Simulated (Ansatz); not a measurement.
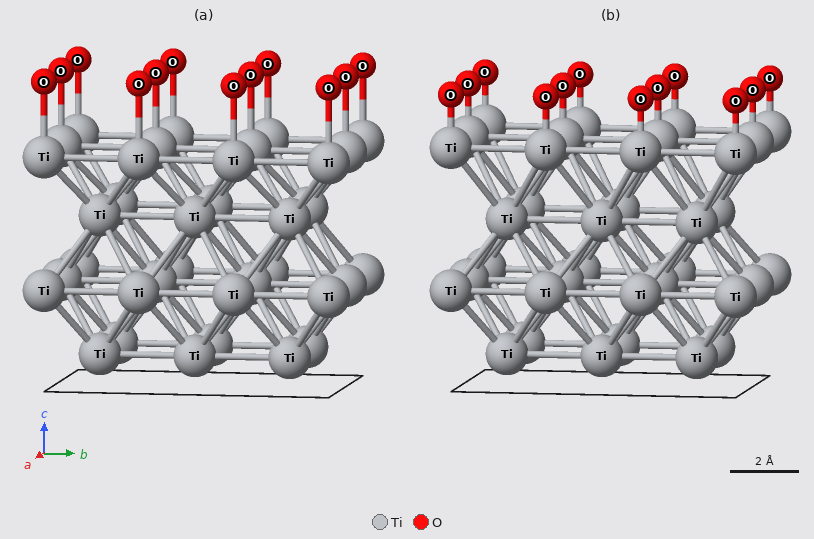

The structure of a slab of composition Ti₄O (cut from the Fm-3m phase) before (left) and after (right) a constrained relaxation, at one scale.

The picture is a ball-and-stick view of the 2 × 3 repeat of the cell, outlined in the plane, without the vacuum, seen slightly off an axis.

Case: O put at a top Ti site. The slab is the (1 0 0) face of Ti with O on it. 2 atoms are held fixed.

The calculation used DFT PBEsol, scalar-relativistic, plane waves, PAW in Ansatz. Set-up: plane-wave cutoff 420 eV; k-point mesh 10 × 10 × 1; occupations gaussian; smearing width 0.1 eV; no spin polarisation; dipole correction; atoms relaxed in a fixed cell; force threshold 0.03 eV/Å; at most 70 steps.

> Describe what moved and what it gained.

Over 6 geometry steps the energy falls by 3.086 eV per cell of the calculation. The largest force component goes from 4.6 to 0.0017 eV/Å. The atom that moves furthest is the O atom (0.39 Å along the normal (−c)). Largest moves by element: O 0.39 Å, Ti 0.28 Å. The lattice vectors keep their values. Among the contacts that change: O–Ti 2.260 → 1.589 Å, Ti–Ti 2.760 → 3.044 Å, Ti–Ti 2.940 → 2.858 Å. The run took 2.7 min on 1 thread of Intel(R) Xeon(R) Platinum 8375C CPU @ 2.90GHz (Ice Lake), on a shared host, peak memory 0.5 GiB.

Limits of the set-up: the periodic images lie only 2.9 Å apart, so the values are limited by the cell's size.
